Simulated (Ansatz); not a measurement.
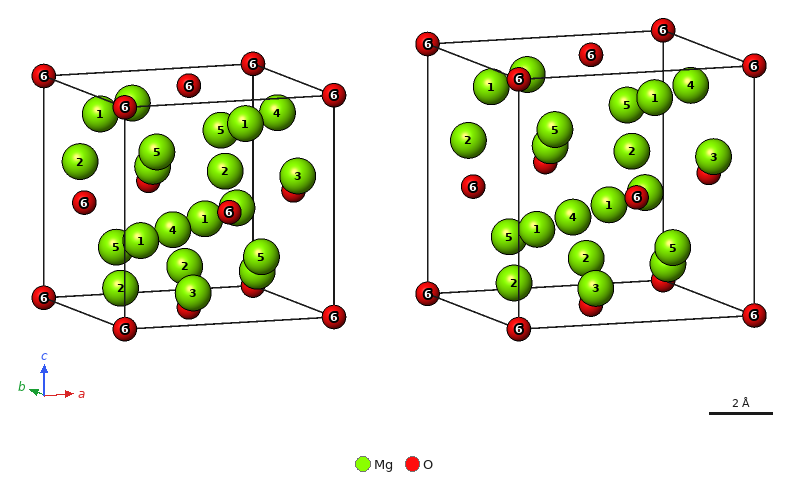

Two geometries of crystalline Mg$_{5}$O (a generated structure, set up in F-43m) (coarse preliminary run), drawn at one scale. One is the start of a relaxation, the other its converged end. A ball-and-stick model of the conventional cell (4 times the calculation's cell), seen slightly off an axis. Lengths and directions refer to the drawn axes.

Level of theory: DFT PBE, scalar-relativistic, plane waves, PAW (Ansatz 0.2.0). Set-up: plane-wave cutoff 420 eV; k-point mesh 4 × 4 × 4; occupations gaussian; smearing width 0.1 eV; collinear spin; cell and atoms relaxed; force threshold 0.04 eV/Å; at most 70 steps.

**Which one is relaxed?**

The right one is the relaxed one. Over 5 accepted moves (7 points after the start) the energy falls by 2.383 eV per cell of the calculation. Largest force component: 0.051 eV/Å at the start, 0.0004 eV/Å at the end. The pressure goes from 25.65 to 0.32 GPa. At 2 points the geometry stayed and the basis and grid were re-selected for the new cell (energy shift of 0.146 eV per cell of the calculation at most each time). No atom moves by more than 0.005 Å relative to the cell. The volume changes by +42.9 %, with a = b = c 7.150 → 8.053 Å (+12.6 %). Near-neighbour distances that change, for instance: Mg1–Mg2 2.528 → 2.848 Å. The space group stays F-43m (No. 216). The run took 50 s on 1 thread of Intel(R) Xeon(R) Platinum 8259CL CPU @ 2.50GHz (Skylake/Cascade Lake), on a shared host, peak memory 0.43 GiB.
